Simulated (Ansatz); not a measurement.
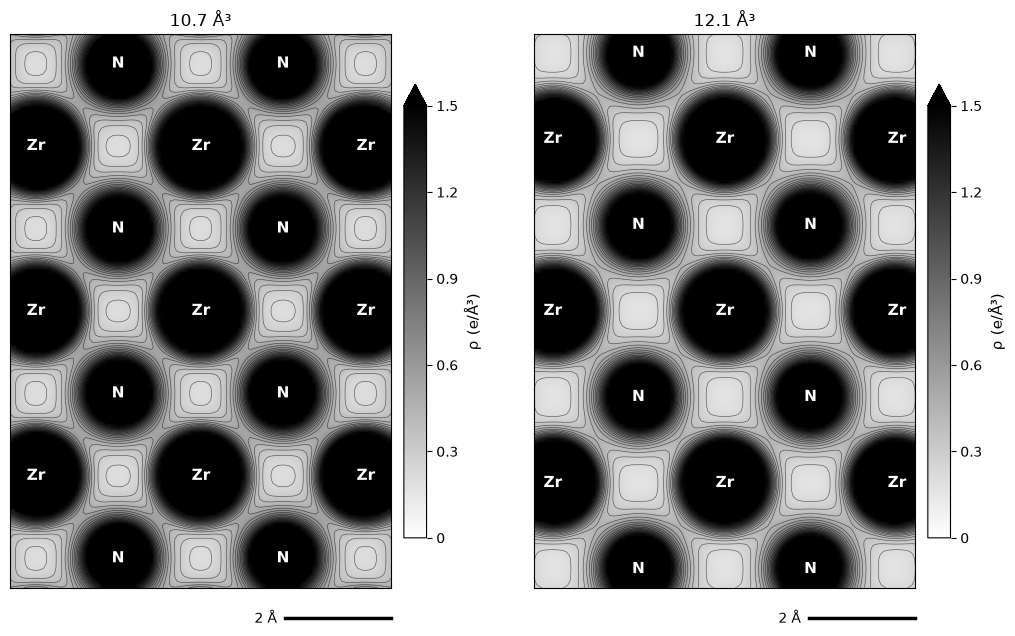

ZrN. The valence electron density of cells scaled evenly to different volumes (given per atom above each panel), on the (101) plane of each (indices in the axes of the cell below), at one length scale and on one colour scale.

Computed without spin polarisation.

The calculation used DFT PBE, scalar-relativistic, plane waves, PAW in Ansatz.

Core electrons are frozen (PAW), and the valence fields are smoothed inside the atomic spheres.

The largest cell:

```xyz
2
Lattice="0.0000 2.2974 2.2974 2.2974 0.0000 2.2974 2.2974 2.2974 0.0000" Properties=species:S:1:pos:R:3 pbc="T T T"
Zr    2.2974    2.2974    2.2974
N     0.0000    0.0000    0.0000
```

| volume (Å³/atom) | Zr–N contact in the plane (Å) | ρ at its midpoint (e/Å³) | pressure (GPa) | 
| --- | --- | --- | --- |
| 10.67 | 2.202 | 0.550 | 41.9 | 
| 11.76 | 2.274 | ? | ? | 
| 12.13 | 2.297 | 0.448 | 0.0 | 

Estimate the missing row, and compare with the calculation.

Over the known rows ln ρ falls by 2.16 per Å of Zr–N distance (the line through the two), which gives 0.471 e/Å³ at 2.274 Å; the calculation gives 0.471 e/Å³. For the pressure, a straight line in volume between the neighbouring rows gives 10.6 GPa; the calculation gives 8.1, lower because pressure rises ever faster on compression.
